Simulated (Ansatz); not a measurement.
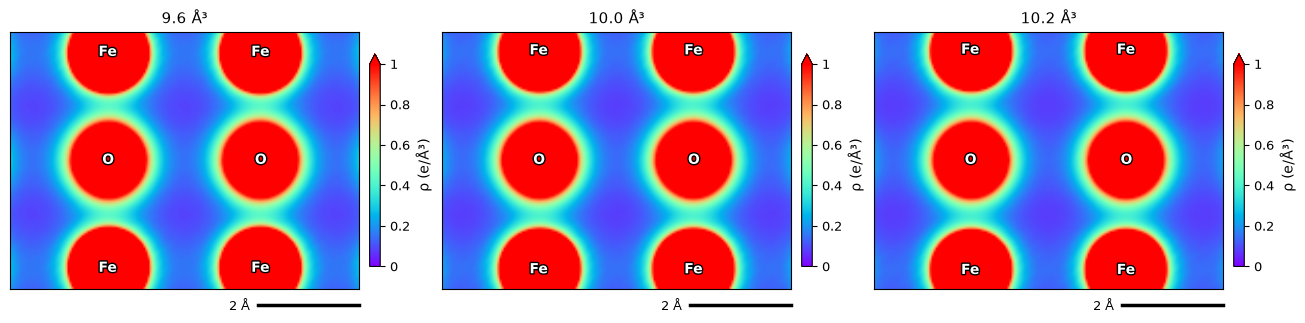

FeO. The valence charge density (pseudo) of cells scaled evenly to different volumes (given per atom above each panel), on the (11̄0) plane of each (indices in the axes of the cell below), at one length scale and on one colour scale.

Spin-polarised.

Level of theory: Ansatz, Kohn-Sham DFT of a periodic cell, PBE with D4, Ansatz PAW.

Core electrons are frozen (PAW), and the valence fields are smoothed inside the atomic spheres.

The largest cell:

```xyz
2
Lattice="0.0000 2.1838 2.1838 2.1838 0.0000 2.1838 2.1838 2.1838 0.0000" Properties=species:S:1:pos:R:3 pbc="T T T"
Fe    0.0000    0.0000    0.0000
O     2.1838    2.1838    2.1838
```

| volume (Å³/atom) | Fe–O contact in the plane (Å) | ρ at its midpoint (e/Å³) | pressure (GPa) | largest moment (μB) | 
| --- | --- | --- | --- | --- |
| 9.61 | 2.126 | 0.433 | 4.7 | 3.43 | 
| 9.81 | 2.141 | ? | ? | ? | 
| 10.01 | 2.155 | 0.404 | −4.6 | 3.45 | 
| 10.21 | 2.170 | 0.393 | −7.9 | 3.46 | 
| 10.41 | 2.184 | 0.382 | −10.8 | 3.47 | 

> Estimate the missing row, and compare with the calculation.

Over the known rows ln ρ falls by 2.16 per Å of Fe–O distance (a least-squares line), which gives 0.418 e/Å³ at 2.141 Å; the calculation gives 0.417 e/Å³. For the pressure, a straight line in volume between the neighbouring rows gives 0.0 GPa; the calculation gives 61.1. For the largest moment, a straight line in volume between the neighbouring rows gives 3.44 μB; the calculation gives 3.44.
